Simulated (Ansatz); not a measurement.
# Run report: Si₂C₃, geometry relaxation (part 2 of 3)

The same run, continued: Si₂C₃ (R-3m, 5 atoms in the cell); DFT PBE, scalar-relativistic, plane waves, PAW, no spin polarisation (Ansatz 0.2.0); cutoff 420 eV, 18×18×18 k-mesh, Gaussian smearing of 0.1 eV. The structure was made by a generator, so it may or may not be a known phase.

Geometry of the input (Å; fractional positions):
```
1.3093  0.7559  11.2361
-1.3093  0.7559  11.2361
0.0000  -1.5119  11.2361
Si 0.1299  0.1299  0.1299
Si 0.8701  0.8701  0.8701
C  0.6667  0.6667  0.6667
C  0.5000  0.5000  0.5000
C  0.3333  0.3333  0.3333
```

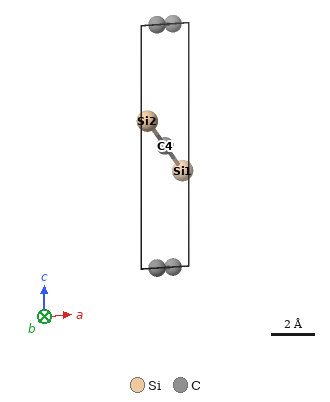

The geometry at step 10 of the log (ball-and-stick view of the reduced cell, along the b axis; atoms are numbered from 1 in the order of the input).

**The program's output, continued**
```
SCF iter   1: F=—  HF=-2020.830118 eV  |F-HF|=—  |Δ(HF+E_count)|=         —  Δρ=7.38e-5  dr2=5.96e-7  ethr=1.86e-6  ⟨swp⟩=3.1  Hψ=86928  notcnv=0
eigensolver tolerance schedule: the retry pair's looser diagonalisation over-reported the residual by 623.54 of it (diagonalisation noise at 0.60 of the residual, at the tolerance the schedule requests for it); recorded, not acted on — ethr = c·dr2/N_el stays at c = 1.0e-1
preconditioner: auto → LDOS  [metal: Δε(μ)=0.028 eV  Ē_g=11.542 eV  σ=0.100 eV  W_gap=0.16  n_scr=8 (ndim 8)  ℏωp=20.2 eV  f_vac=0.140  D(μ)=1.24/eV (n_scr^D=6)  β→1.0]
SCF iter   2: F=—  HF=-2020.830141 eV  |F-HF|=—  |Δ(HF+E_count)|=   2.36e-5  Δρ=7.62e-6  dr2=3.39e-8  ethr=2.98e-9  ⟨swp⟩=3.1  Hψ=17797  notcnv=0
SCF iter   3: F=—  HF=-2020.830141 eV  |F-HF|=—  |Δ(HF+E_count)|=   6.00e-9  Δρ=1.20e-6  dr2=9.06e-10  ethr=1.70e-10  ⟨swp⟩=2.0  Hψ=13633  notcnv=0
SCF iter   4: F=-2020.830141 eV  HF=-2020.830141 eV  |F-HF|=9.09e-12  |Δ(HF+E_count)|=  7.82e-11  Δρ=1.55e-7  dr2=2.25e-11  ethr=1.00e-12  ⟨swp⟩=10.2  Hψ=59601  notcnv=0
SCF 7 converged in 4 iterations: F = -2020.830141 eV  dr2 = 2.25e-11
relax step   7: F+E_penalty+E_count = -2020.83014127 eV  Δ(F+E_penalty+E_count) = -1.922e-3 eV  max|allowed force component| = 2.385e-3 eV/Å  Δτ_max = 0.0000 Å  P = +0.030 GPa  Ω = 67.840 Å³  stress off target by 9.40e-2 GPa  SCF on the basis re-selected at this cell (its energy is not comparable with the rows above)  (4 SCF iters)
basis re-selected at this cell: Δ(F+E_penalty+E_count) = -1.922e-3 eV, ΔP = +0.044 GPa vs the last step (what re-selecting the basis moved, of the pressure what is left beyond the Pulay correction that the steps carried, after the strain that the cell walked since its last selection, with what the two solves' SCF thresholds leave and, on support functions, any second-order correction that the steps lacked; it is no measure of the basis error at this ecutwfc). This SCF's stress stands 9.40e-2 GPa from its target on what of the cell is left free (relax.cell.stress_tol is 5.00e-2 GPa) and its largest allowed force component is 2.39e-3 eV/Å (relax.f_tol is 1.00e-2 eV/Å): not within both, so this SCF does not close the relaxation
Crystal: 5 atoms, lattice volume = 68.134 Å³
Basis set: ecut = 420 eV, 1359 PW (Γ), FFT grids on a1−a2, a2, −a2+a3, exchange–correlation on 36×160×36 points (8 copies of the dense FFT grid, shifted against one another)
iter 1 solved again at ethr=5.89e-6 eV; its pass at ethr=3.10e-3 eV (dr2=1.18e-3 eV) is discarded
SCF iter   1: F=—  HF=-2020.829909 eV  |F-HF|=—  |Δ(HF+E_count)|=         —  Δρ=5.82e-4  dr2=1.12e-3  ethr=5.89e-6  ⟨swp⟩=2.1  Hψ=62603  notcnv=0
preconditioner: auto → LDOS  [metal: Δε(μ)=0.043 eV  Ē_g=11.537 eV  σ=0.100 eV  W_gap=0.24  n_scr=8 (ndim 8)  ℏωp=20.1 eV  f_vac=0.145  D(μ)=1.22/eV (n_scr^D=6)  β→1.0]
SCF iter   2: F=—  HF=-2020.829836 eV  |F-HF|=—  |Δ(HF+E_count)|=   7.33e-5  Δρ=3.19e-4  dr2=3.35e-4  ethr=5.61e-6  ⟨swp⟩=2.1  Hψ=10949  notcnv=0
SCF iter   3: F=—  HF=-2020.829790 eV  |F-HF|=—  |Δ(HF+E_count)|=   4.54e-5  Δρ=5.91e-5  dr2=1.16e-5  ethr=1.67e-6  ⟨swp⟩=2.1  Hψ=10808  notcnv=0
SCF iter   4: F=—  HF=-2020.829809 eV  |F-HF|=—  |Δ(HF+E_count)|=   1.82e-5  Δρ=1.06e-5  dr2=1.37e-7  ethr=5.78e-8  ⟨swp⟩=2.2  Hψ=12667  notcnv=0
SCF iter   5: F=-2020.829809 eV  HF=-2020.829809 eV  |F-HF|=2.47e-9  |Δ(HF+E_count)|=   3.27e-8  Δρ=1.73e-6  dr2=4.03e-9  ethr=1.10e-10  ⟨swp⟩=12.4  Hψ=72201  notcnv=0
SCF 8 converged in 5 iterations: F = -2020.829809 eV  dr2 = 4.03e-9
relax step   8: F+E_penalty+E_count = -2020.82980868 eV  Δ(F+E_penalty+E_count) = +3.326e-4 eV  max|allowed force component| = 1.896e-3 eV/Å  Δτ_max = 0.0052 Å  P = +0.008 GPa  Ω = 68.134 Å³  energy of the carried Pulay correction = -4.520e-4 eV  (5 SCF iters, dr2 threshold 2.21e-8 eV, accepted)
Crystal: 5 atoms, lattice volume = 68.702 Å³
Basis set: ecut = 420 eV, 1377 PW (Γ), FFT grids on a1−a2, a2, −a2+a3, exchange–correlation on 36×160×36 points (8 copies of the dense FFT grid, shifted against one another)
iter 1 solved again at ethr=2.01e-5 eV; its pass at ethr=3.10e-3 eV (dr2=4.03e-3 eV) is discarded
SCF iter   1: F=—  HF=-2020.829395 eV  |F-HF|=—  |Δ(HF+E_count)|=         —  Δρ=1.07e-3  dr2=3.80e-3  ethr=2.01e-5  ⟨swp⟩=2.1  Hψ=64088  notcnv=0
preconditioner: auto → LDOS  [metal: Δε(μ)=0.058 eV  Ē_g=11.532 eV  σ=0.100 eV  W_gap=0.31  n_scr=8 (ndim 8)  ℏωp=20.0 eV  f_vac=0.155  D(μ)=1.19/eV (n_scr^D=6)  β→1.0]
SCF iter   2: F=—  HF=-2020.829159 eV  |F-HF|=—  |Δ(HF+E_count)|=   2.36e-4  Δρ=6.04e-4  dr2=1.35e-3  ethr=1.90e-5  ⟨swp⟩=2.1  Hψ=10965  notcnv=0
SCF iter   3: F=—  HF=-2020.828992 eV  |F-HF|=—  |Δ(HF+E_count)|=   1.67e-4  Δρ=1.10e-4  dr2=3.95e-5  ethr=6.74e-6  ⟨swp⟩=2.0  Hψ=10377  notcnv=0
SCF iter   4: F=—  HF=-2020.829008 eV  |F-HF|=—  |Δ(HF+E_count)|=   1.57e-5  Δρ=1.92e-5  dr2=3.94e-7  ethr=1.98e-7  ⟨swp⟩=2.3  Hψ=12601  notcnv=0
SCF iter   5: F=—  HF=-2020.829008 eV  |F-HF|=—  |Δ(HF+E_count)|=   2.32e-7  Δρ=3.41e-6  dr2=1.88e-8  ethr=1.97e-9  ⟨swp⟩=2.2  Hψ=14637  notcnv=0
SCF iter   6: F=-2020.829008 eV  HF=-2020.829008 eV  |F-HF|=3.82e-10  |Δ(HF+E_count)|=   1.05e-9  Δρ=7.05e-7  dr2=6.70e-10  ethr=5.21e-11  ⟨swp⟩=10.8  Hψ=64851  notcnv=0
SCF 9 converged in 6 iterations: F = -2020.829008 eV  dr2 = 6.70e-10
relax step   9: F+E_penalty+E_count = -2020.82900809 eV  Δ(F+E_penalty+E_count) = +8.006e-4 eV  max|allowed force component| = 5.389e-3 eV/Å  Δτ_max = 0.0104 Å  P = +0.033 GPa  Ω = 68.702 Å³  energy of the carried Pulay correction = -1.348e-3 eV  (6 SCF iters, dr2 threshold 1.04e-8 eV, accepted)
iter 1 solved again at ethr=1.76e-6 eV; its pass at ethr=3.10e-3 eV (dr2=3.52e-4 eV) is discarded
SCF iter   1: F=—  HF=-2020.830461 eV  |F-HF|=—  |Δ(HF+E_count)|=         —  Δρ=6.13e-5  dr2=3.91e-7  ethr=1.76e-6  ⟨swp⟩=3.1  Hψ=87431  notcnv=0
eigensolver tolerance schedule: the retry pair's looser diagonalisation over-reported the residual by 899.04 of it (diagonalisation noise at 1.05 of the residual, at the tolerance the schedule requests for it); recorded, not acted on — ethr = c·dr2/N_el stays at c = 1.0e-1
preconditioner: auto → LDOS  [metal: Δε(μ)=0.025 eV  Ē_g=11.536 eV  σ=0.100 eV  W_gap=0.14  n_scr=8 (ndim 8)  ℏωp=20.0 eV  f_vac=0.154  D(μ)=1.24/eV (n_scr^D=6)  β→1.0]
SCF iter   2: F=—  HF=-2020.830481 eV  |F-HF|=—  |Δ(HF+E_count)|=   1.99e-5  Δρ=6.30e-6  dr2=2.86e-8  ethr=1.96e-9  ⟨swp⟩=3.2  Hψ=18386  notcnv=0
SCF iter   3: F=—  HF=-2020.830481 eV  |F-HF|=—  |Δ(HF+E_count)|=   3.82e-9  Δρ=1.02e-6  dr2=5.21e-10  ethr=1.43e-10  ⟨swp⟩=2.0  Hψ=13441  notcnv=0
SCF iter   4: F=-2020.830481 eV  HF=-2020.830481 eV  |F-HF|=2.50e-12  |Δ(HF+E_count)|=  5.57e-11  Δρ=1.08e-7  dr2=5.01e-12  ethr=1.00e-12  ⟨swp⟩=10.1  Hψ=59037  notcnv=0
SCF 10 converged in 4 iterations: F = -2020.830481 eV  dr2 = 5.01e-12
relax step  10: F+E_penalty+E_count = -2020.83048096 eV  Δ(F+E_penalty+E_count) = -1.473e-3 eV  max|allowed force component| = 5.157e-3 eV/Å  Δτ_max = 0.0000 Å  P = +0.049 GPa  Ω = 68.702 Å³  stress off target by 7.55e-2 GPa  SCF on the basis re-selected at this cell (its energy is not comparable with the rows above)  (4 SCF iters)
basis re-selected at this cell: Δ(F+E_penalty+E_count) = -1.473e-3 eV, ΔP = +0.016 GPa vs the last step (what re-selecting the basis moved, of the pressure what is left beyond the Pulay correction that the steps carried, after the strain that the cell walked since its last selection, with what the two solves' SCF thresholds leave and, on support functions, any second-order correction that the steps lacked; it is no measure of the basis error at this ecutwfc). This SCF's stress stands 7.55e-2 GPa from its target on what of the cell is left free (relax.cell.stress_tol is 5.00e-2 GPa) and its largest allowed force component is 5.16e-3 eV/Å (relax.f_tol is 1.00e-2 eV/Å): not within both, so this SCF does not close the relaxation
Crystal: 5 atoms, lattice volume = 69.233 Å³
Basis set: ecut = 420 eV, 1383 PW (Γ), FFT grids on a1−a2, a2, −a2+a3, exchange–correlation on 36×160×36 points (8 copies of the dense FFT grid, shifted against one another)
iter 1 solved again at ethr=2.31e-5 eV; its pass at ethr=3.10e-3 eV (dr2=4.62e-3 eV) is discarded
SCF iter   1: F=—  HF=-2020.830237 eV  |F-HF|=—  |Δ(HF+E_count)|=         —  Δρ=1.17e-3  dr2=4.45e-3  ethr=2.31e-5  ⟨swp⟩=2.1  Hψ=63575  notcnv=0
preconditioner: auto → LDOS  [metal: Δε(μ)=0.056 eV  Ē_g=11.523 eV  σ=0.100 eV  W_gap=0.30  n_scr=8 (ndim 8)  ℏωp=20.0 eV  f_vac=0.161  D(μ)=1.18/eV (n_scr^D=6)  β→1.0]
SCF iter   2: F=—  HF=-2020.829903 eV  |F-HF|=—  |Δ(HF+E_count)|=   3.34e-4  Δρ=6.27e-4  dr2=1.45e-3  ethr=2.23e-5  ⟨swp⟩=2.1  Hψ=10955  notcnv=0
SCF iter   3: F=—  HF=-2020.829733 eV  |F-HF|=—  |Δ(HF+E_count)|=   1.70e-4  Δρ=1.22e-4  dr2=5.02e-5  ethr=7.23e-6  ⟨swp⟩=2.0  Hψ=10629  notcnv=0
SCF iter   4: F=—  HF=-2020.829747 eV  |F-HF|=—  |Δ(HF+E_count)|=   1.42e-5  Δρ=2.12e-5  dr2=6.04e-7  ethr=2.51e-7  ⟨swp⟩=2.3  Hψ=12194  notcnv=0
SCF iter   5: F=—  HF=-2020.829747 eV  |F-HF|=—  |Δ(HF+E_count)|=   2.21e-7  Δρ=3.49e-6  dr2=1.72e-8  ethr=3.02e-9  ⟨swp⟩=2.3  Hψ=14508  notcnv=0
SCF iter   6: F=-2020.829747 eV  HF=-2020.829747 eV  |F-HF|=4.02e-10  |Δ(HF+E_count)|=  6.87e-11  Δρ=6.43e-7  dr2=6.52e-10  ethr=7.12e-11  ⟨swp⟩=11.0  Hψ=65532  notcnv=0
SCF 11 converged in 6 iterations: F = -2020.829747 eV  dr2 = 6.52e-10
relax step  11: F+E_penalty+E_count = -2020.82974715 eV  Δ(F+E_penalty+E_count) = +7.338e-4 eV  max|allowed force component| = 3.232e-3 eV/Å  Δτ_max = 0.0083 Å  P = -0.040 GPa  Ω = 69.233 Å³  energy of the carried Pulay correction = -8.212e-4 eV  (6 SCF iters, dr2 threshold 1.42e-8 eV, accepted)
Crystal: 5 atoms, lattice volume = 69.360 Å³
iter 1 solved again at ethr=6.17e-7 eV; its pass at ethr=3.10e-3 eV (dr2=1.23e-4 eV) is discarded
SCF iter   1: F=—  HF=-2020.829542 eV  |F-HF|=—  |Δ(HF+E_count)|=         —  Δρ=1.84e-4  dr2=1.12e-4  ethr=6.17e-7  ⟨swp⟩=2.9  Hψ=67141  notcnv=0
preconditioner: auto → LDOS  [metal: Δε(μ)=0.030 eV  Ē_g=11.529 eV  σ=0.100 eV  W_gap=0.17  n_scr=8 (ndim 8)  ℏωp=19.9 eV  f_vac=0.162  D(μ)=1.24/eV (n_scr^D=6)  β→1.0]
SCF iter   2: F=—  HF=-2020.829538 eV  |F-HF|=—  |Δ(HF+E_count)|=   3.35e-6  Δρ=1.04e-4  dr2=3.74e-5  ethr=5.61e-7  ⟨swp⟩=2.1  Hψ=10950  notcnv=0
SCF iter   3: F=—  HF=-2020.829553 eV  |F-HF|=—  |Δ(HF+E_count)|=   1.41e-5  Δρ=1.83e-5  dr2=9.50e-7  ethr=1.87e-7  ⟨swp⟩=2.1  Hψ=10661  notcnv=0
SCF iter   4: F=—  HF=-2020.829551 eV  |F-HF|=—  |Δ(HF+E_count)|=   1.30e-6  Δρ=3.14e-6  dr2=5.41e-9  ethr=3.74e-11  ⟨swp⟩=10.2  Hψ=74342  notcnv=0
SCF iter   5: F=-2020.829551 eV  HF=-2020.829551 eV  |F-HF|=2.63e-10  |Δ(HF+E_count)|=   4.82e-9  Δρ=4.89e-7  dr2=4.06e-10  ethr=2.71e-11  ⟨swp⟩=7.0  Hψ=55259  notcnv=0
SCF 12 converged in 5 iterations: F = -2020.829551 eV  dr2 = 4.06e-10
relax step  12: F+E_penalty+E_count = -2020.82955129 eV  Δ(F+E_penalty+E_count) = +1.959e-4 eV  max|allowed force component| = 2.328e-3 eV/Å  Δτ_max = 0.0028 Å  P = +0.018 GPa  Ω = 69.360 Å³  energy of the carried Pulay correction = -1.023e-3 eV  (5 SCF iters, dr2 threshold 7.49e-9 eV, accepted)
iter 1 solved again at ethr=1.91e-6 eV; its pass at ethr=3.10e-3 eV (dr2=3.82e-4 eV) is discarded
SCF iter   1: F=—  HF=-2020.830608 eV  |F-HF|=—  |Δ(HF+E_count)|=         —  Δρ=4.51e-5  dr2=2.09e-7  ethr=1.91e-6  ⟨swp⟩=3.1  Hψ=87346  notcnv=0
eigensolver tolerance schedule: the retry pair's looser diagonalisation over-reported the residual by 1825.50 of it (diagonalisation noise at an unbounded share of the residual, at the tolerance the schedule requests for it); recorded, not acted on — ethr = c·dr2/N_el stays at c = 1.0e-1
preconditioner: auto → LDOS  [metal: Δε(μ)=0.023 eV  Ē_g=11.530 eV  σ=0.100 eV  W_gap=0.13  n_scr=8 (ndim 8)  ℏωp=19.9 eV  f_vac=0.161  D(μ)=1.25/eV (n_scr^D=6)  β→1.0]
SCF iter   2: F=—  HF=-2020.830628 eV  |F-HF|=—  |Δ(HF+E_count)|=   2.02e-5  Δρ=4.95e-6  dr2=1.79e-8  ethr=1.05e-9  ⟨swp⟩=3.3  Hψ=19759  notcnv=0
SCF iter   3: F=—  HF=-2020.830628 eV  |F-HF|=—  |Δ(HF+E_count)|=   1.08e-9  Δρ=8.07e-7  dr2=3.41e-10  ethr=8.95e-11  ⟨swp⟩=2.0  Hψ=13440  notcnv=0
SCF iter   4: F=-2020.830628 eV  HF=-2020.830628 eV  |F-HF|=1.82e-12  |Δ(HF+E_count)|=  1.17e-10  Δρ=1.11e-7  dr2=6.27e-12  ethr=1.00e-12  ⟨swp⟩=10.1  Hψ=58590  notcnv=0
SCF 13 converged in 4 iterations: F = -2020.830628 eV  dr2 = 6.27e-12
relax step  13: F+E_penalty+E_count = -2020.83062829 eV  Δ(F+E_penalty+E_count) = -1.077e-3 eV  max|allowed force component| = 2.146e-3 eV/Å  Δτ_max = 0.0000 Å  P = +0.024 GPa  Ω = 69.360 Å³  stress off target by 3.75e-2 GPa  SCF on the basis re-selected at this cell (its energy is not comparable with the rows above)  (4 SCF iters)
```

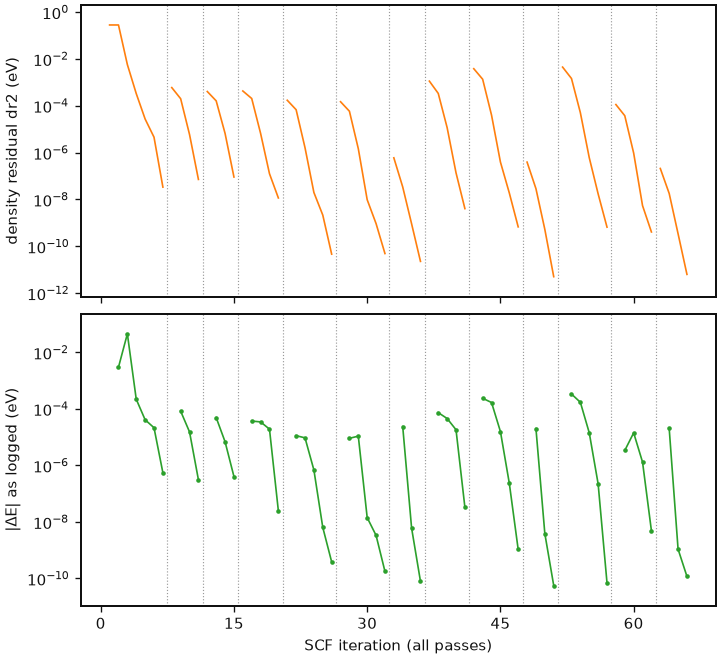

Convergence of the self-consistent field: density residual dr2 and size of the energy change against the SCF iteration. The dotted lines part the SCF passes of the relaxation: geometry steps, rejected trials and re-solves on a re-selected basis. The 13 passes take 4 to 7 iterations each, 66 in all.

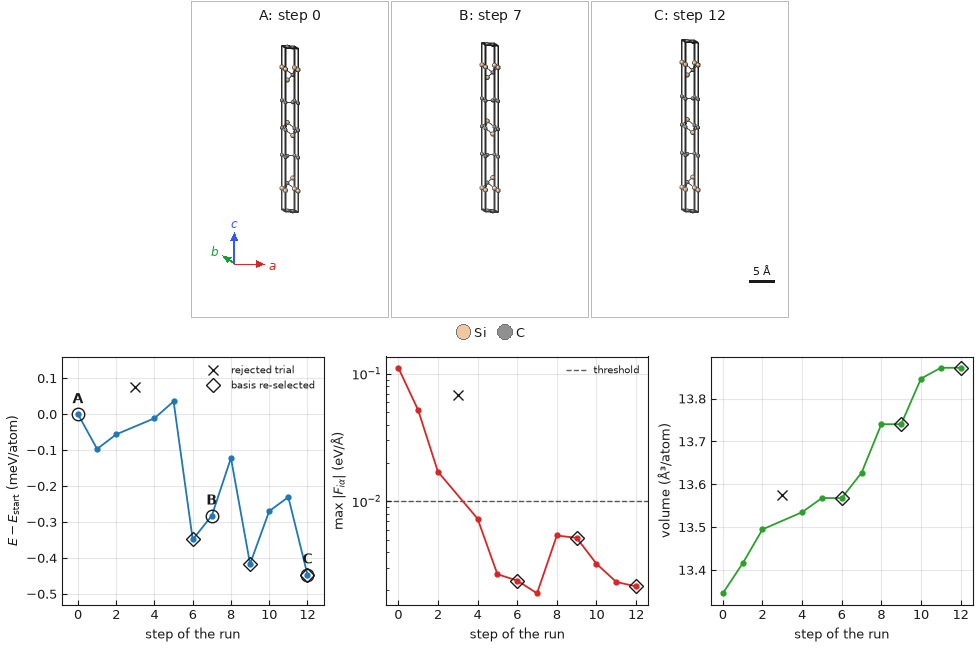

Frames of the relaxation (ball-and-stick view of the cell 3 times as large as that of the calculation, set on its symmetry axes, seen slightly off an axis) above the curves, on which the letters mark them (the first geometry is step 0 here and step 1 in the log).
